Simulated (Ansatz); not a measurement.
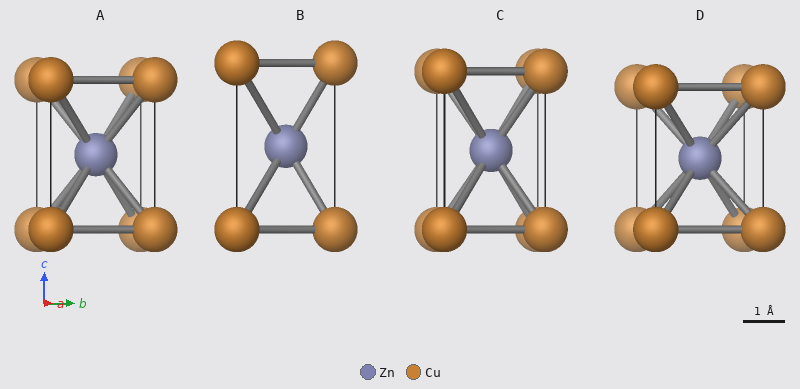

4 geometries from one relaxation of solid ZnCu (built on the database_65 type), in shuffled order. A ball-and-stick model of the cell of the calculation, seen along the a axis.

Case: structure listed in a database for this formula (Cmmm, No. 65).

Level of theory: Ansatz, DFT PBE, scalar-relativistic, plane waves, PAW. (plane-wave cutoff 420 eV; k-point mesh 22 × 22 × 14; occupations gaussian; smearing width 0.1 eV; no spin polarisation; cell and atoms relaxed; force threshold 0.01 eV/Å; at most 80 steps)

**Put them in the order of the run, from the start to the converged end.**

B, C, A, D. They are steps 0, 3, 9, 19, at +41.4 meV per atom, +27.4 meV per atom, +8.5 meV per atom relative to the last. No atom moves by more than 0.005 Å relative to the cell. The drawn cell changes as follows: a = b 2.591 → 2.709 Å (+4.5 %), c 4.141 → 3.549 Å (−14.3 %), γ 109.9° → 90.0°; the volume changes by −0.4 %. Some distances before and after: Cu–Zn 2.964 → 2.611 Å, Cu–Cu 2.591 → 2.709 Å, Zn–Zn 2.591 → 2.709 Å, Cu–Zn 2.550 → 2.611 Å. The space group (tolerance 0.01 Å) goes from Cmmm (No. 65) to P4/mmm (No. 123). After 15 accepted moves (19 points after the start) the energy has fallen by 41.4 meV per atom. All forces vanish by symmetry, so only the cell relaxes. Pressure: 0.20 GPa at the start and 0.00 GPa at the end. The line search rejected the trial step at point 5 of the run. The SCF was repeated 3 times at an unchanged geometry on a basis and grid sized afresh for the cell, which shifted the energy by 6.7 meV per atom at most. The run took roughly 25 core-minutes on a shared host.
